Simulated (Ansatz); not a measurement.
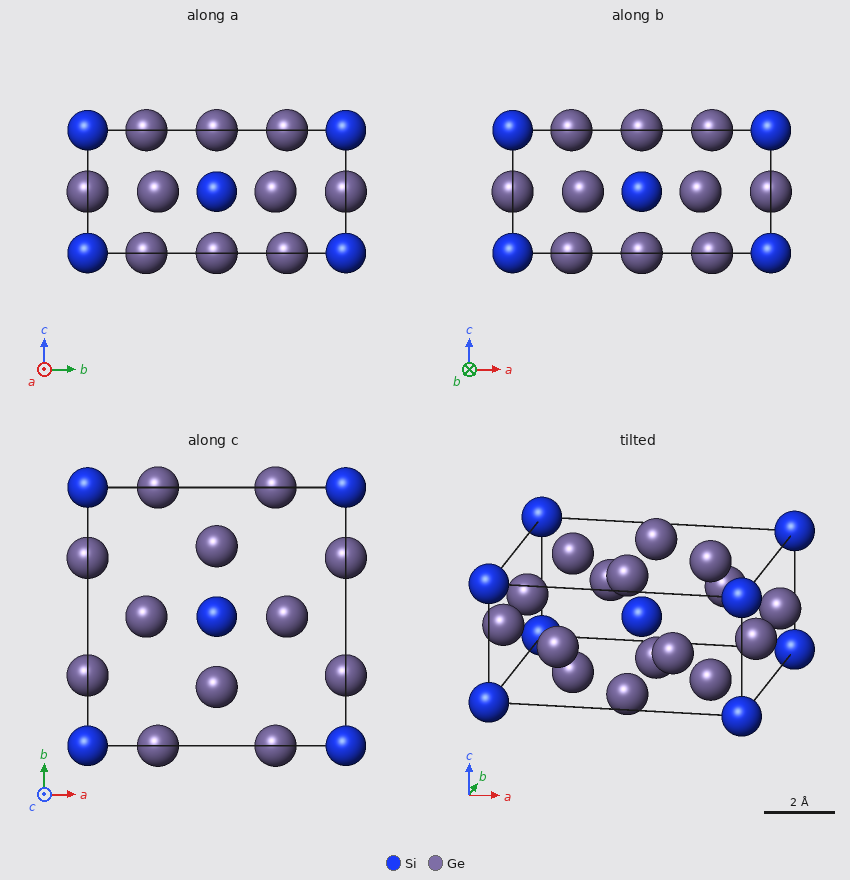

We look at a spheres-only model of the crystal along the a axis, along the b axis, along the c axis and slightly off an axis. The wireframe shows the conventional unit cell.

Lattice parameters: a = 7.3839 Å, b = 7.3839 Å, c = 3.5122 Å, α = 90.000°, β = 90.000°, γ = 90.000°.

Reconstruct the structure as a CIF with its space group and independent sites, with free fractional coordinates to two decimals.

Answer.
```cif
data_structure
_symmetry_space_group_name_H-M 'I 4/m m m'
_symmetry_Int_Tables_number 139
_cell_length_a 7.3839
_cell_length_b 7.3839
_cell_length_c 3.5122
_cell_angle_alpha 90.000
_cell_angle_beta 90.000
_cell_angle_gamma 90.000
_cell_volume 191.49
loop_
_atom_site_label
_atom_site_type_symbol
_atom_site_symmetry_multiplicity
_atom_site_Wyckoff_symbol
_atom_site_fract_x
_atom_site_fract_y
_atom_site_fract_z
_atom_site_occupancy
Si1 Si 2 a 0.00 0.00 0.00 1
Ge1 Ge 8 j 0.50 0.77 0.00 1
```

The model was built from a structure type filled with these elements by a generator (whether the compound takes this form wasn't checked). Earlier steps of the study may have refined or changed the cell and positions. A calculation with Ansatz used it as input.
